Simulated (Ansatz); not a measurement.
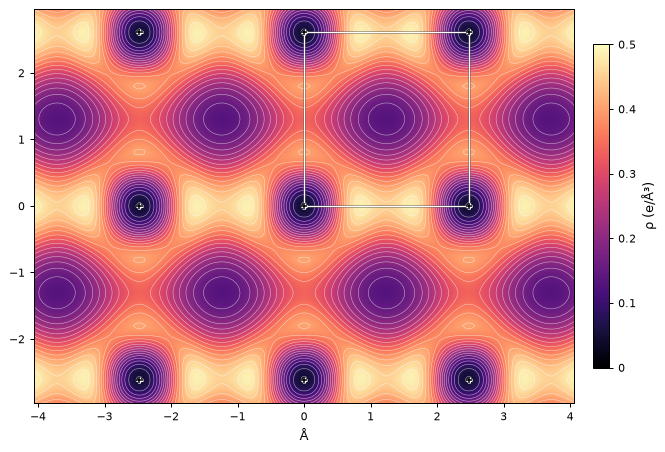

The valence electron density on a plane through atoms (crosses mark nuclei in the plane).

Method: DFT PBE, scalar-relativistic, plane waves, PAW in Ansatz 0.2.0.

Candidates:
A. MnS, a = 5.10 Å, b = 5.10 Å, c = 5.10 Å, α = 90.00°, β = 90.00°, γ = 90.00°. Space group Fm-3m; spin-polarised.
B. Si, a = 2.61 Å, b = 2.61 Å, c = 2.48 Å, α = 90.00°, β = 90.00°, γ = 120.00°. Space group P6/mmm; a structure from a database of computed crystals, not necessarily the ambient phase; changed on purpose from its base cell (volume × 0.97, shape and atoms relaxed); computed pressure about 3 GPa in this cell.
C. SiO2, a = 4.24 Å, b = 4.24 Å, c = 2.69 Å, α = 90.00°, β = 90.00°, γ = 90.00°. Space group P4₂/mnm.

Q: Which candidate gave the map?

A: Candidate B: Si on the (11̄0) plane of the conventional cell, which holds Si. Si–Si (2.48 Å): ρ at the midpoint is about 0.45 e/Å³.
